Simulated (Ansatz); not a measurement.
**Si: density, localisation and related maps**

```xyz
8
Lattice="5.4697 0.0000 0.0000 0.0000 5.4697 0.0000 0.0000 0.0000 5.4697" Properties=species:S:1:pos:R:3 pbc="T T T"
Si    1.3674    1.3674    1.3674
Si    4.1023    4.1023    1.3674
Si    4.1023    1.3674    4.1023
Si    1.3674    4.1023    4.1023
Si    0.0000    0.0000    0.0000
Si    2.7348    2.7348    0.0000
Si    2.7348    0.0000    2.7348
Si    0.0000    2.7348    2.7348
```

Space group Fd-3m.

Computed with DFT PBE, scalar-relativistic, plane waves, PAW in Ansatz 0.2.0.

In a PAW calculation such maps are meaningful between the atoms, not at the nuclei.

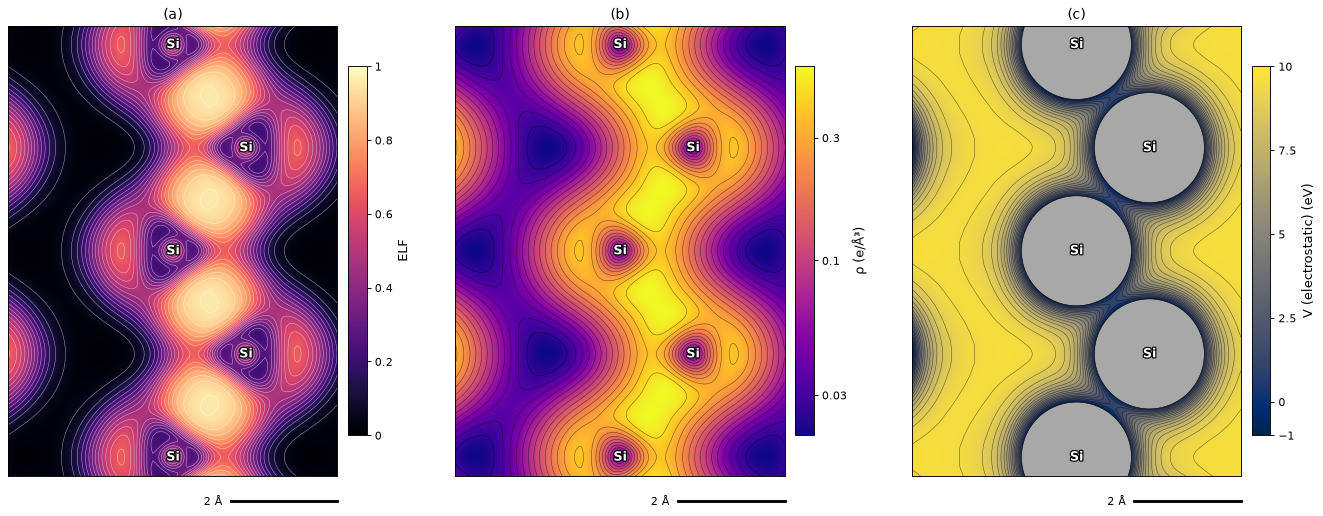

Figure 1. (a) ELF; (b) valence pseudo-density; (c) electrostatic potential (local pseudopotential plus Hartree) felt by an electron on the (101) plane of the conventional cell. Grey discs cover the atomic cores in the potential map.

What do the fields say about this system?

Answer. The plane passes through Si nuclei. Si–Si (2.37 Å): the density is about 0.56 e/Å³ at the midpoint; the ELF peaks at about 0.95 between the atoms, as expected for a shared electron pair. Between the atoms the lowest density in this plane is 0.02 e/Å³. Outside the cores the potential energy rises away from the atoms and is highest about 2.4 Å from the nearest atoms; its zero is arbitrary.

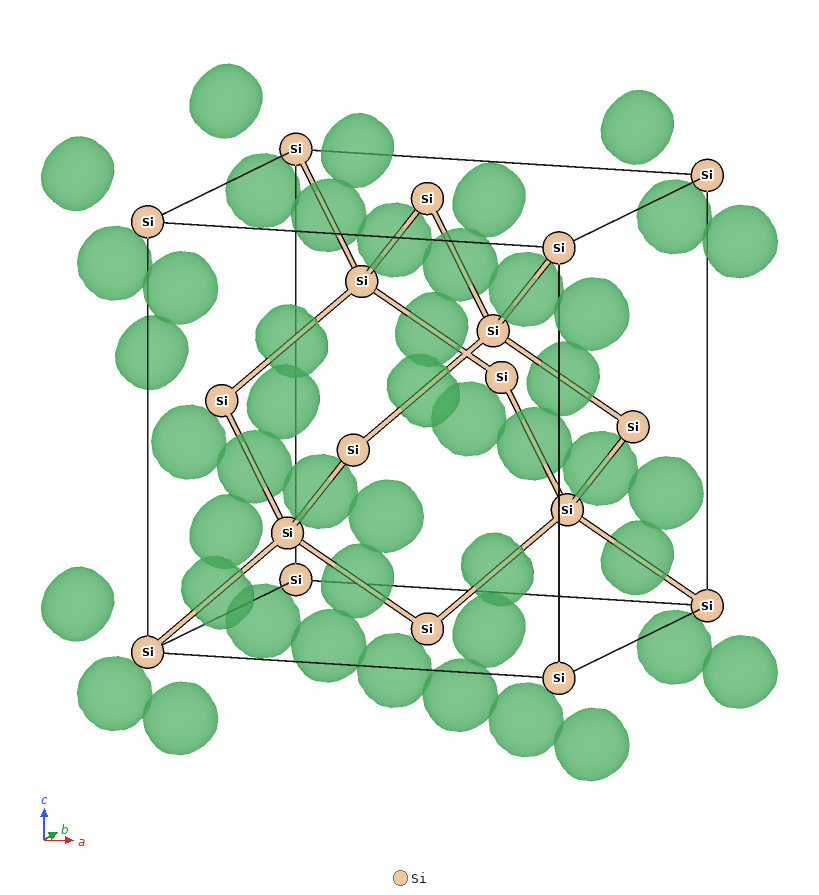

Figure 2. Isosurface of the electron localisation function at 0.9 (green), seen slightly off an axis. Only the valence region is drawn (cores and ρ < 0.01 e/Å³ removed). Sticks mark near contacts.

Where are the electrons localised?

Answer. At this value the surface marks out 16 regions between bonded Si–Si atoms (shared pairs), counted in one cell of 8 atoms. Regions shared between cells count once.

Metal or insulator at this level of theory?

Answer. It is gapped, with a Kohn–Sham gap of 0.62 eV on the k-point mesh, an upper bound to the gap of this method.
